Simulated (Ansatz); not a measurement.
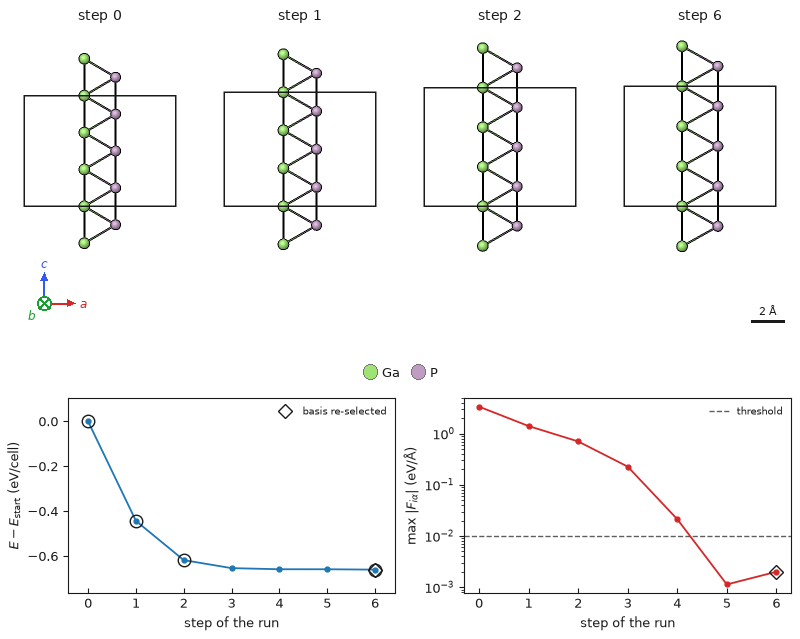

Frames of a relaxation of a wire of composition GaP, marked on the history of the run. Style: ball-and-stick. Shown: the 3 repeat of the cell, with the vacuum cut short, along the b axis.

Case: strip chain of atoms.

Theory: DFT PBEsol, scalar-relativistic, plane waves, PAW in Ansatz 0.2.0. Set-up: plane-wave cutoff 420 eV; k-point mesh 1 × 1 × 28; occupations gaussian; smearing width 0.05 eV; collinear spin; cell relaxed at fixed a, b, alpha, beta, gamma; force threshold 0.01 eV/Å; at most 45 steps.

> Describe the path.

The largest moves relative to the layer's centre, 0.14 Å, are those of Ga and P atoms. By element the largest moves are Ga 0.14 Å, P 0.14 Å. Along the periodic axis the drawn cell goes c 6.740 → 7.316 Å (+8.5 %). Among the contacts that change: Ga–P 2.214 → 2.501 Å, Ga–Ga 2.247 → 2.439 Å, P–P 2.247 → 2.439 Å. Bond angles that change, for instance: P–Ga–P 61.0° → 58.4°, Ga–P–Ga 61.0° → 58.4°. The energy falls by 0.660 eV per cell of the calculation in 5 accepted moves (6 points after the start). The largest force component goes from 3.4 to 0.002 eV/Å. At 1 point the geometry stayed and the basis and grid were re-selected for the new cell (energy shift of 1.6 meV per cell of the calculation at most each time). The program noted that the starting moments weren't kept. Cost: 23 s on 2 threads of AMD EPYC 9R45 96-Core Processor (Zen 5), on a shared host, peak memory 0.55 GiB. From step 0 to 1: Ga and P atoms move most (0.06 Å), energy −0.443 eV per cell of the calculation. From step 1 to 2: Ga and P atoms move most (0.04 Å), energy −0.175 eV per cell of the calculation. From step 2 to 6: Ga and P atoms move most (0.05 Å), energy −42.3 meV per cell of the calculation.

| step | E − E(0), meV/atom | largest force component, eV/Å | note |
| --- | --- | --- | --- |
| 0 | 0.00 | 3.3576 |  |
| 1 | -221.48 | 1.4020 |  |
| 2 | -308.80 | 0.7025 |  |
| 3 | -326.63 | 0.2264 |  |
| 4 | -329.12 | 0.0213 |  |
| 5 | -329.15 | 0.0011 |  |
| 6 | -329.96 | 0.0020 | same geometry, new basis |

Limits of the set-up: the k-point mesh is coarse for a cell with partly filled bands.
